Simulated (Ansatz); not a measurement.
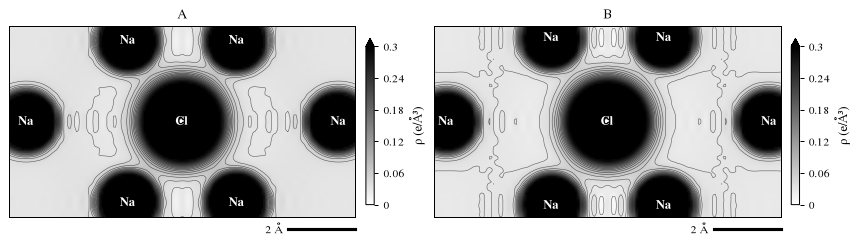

Na₃Cl. The valence pseudo-density of two cells that differ in size, on the (110) plane of each (indices in the axes of the calculation cell), at one length scale and on one colour scale; one has 27.1 and the other 30.0 Å³ an atom.

Space group P4/mmm; a structure from a database of computed crystals, not necessarily the ambient phase.

The calculation used Kohn-Sham DFT of a periodic cell, PBEsol, Ansatz PAW in Ansatz.

In a PAW calculation such maps are meaningful between the atoms, not at the nuclei.

Q: Which is the denser cell? Describe the effect of the change.

A: Panel A is the smaller cell, by 10 % in volume. From the larger cell to the smaller, Na–Cl goes from 3.01 to 2.91 Å, and the density at its midpoint from 0.1 to 0.12 e/Å³; the pressure goes from −0.4 to 1.1 GPa.
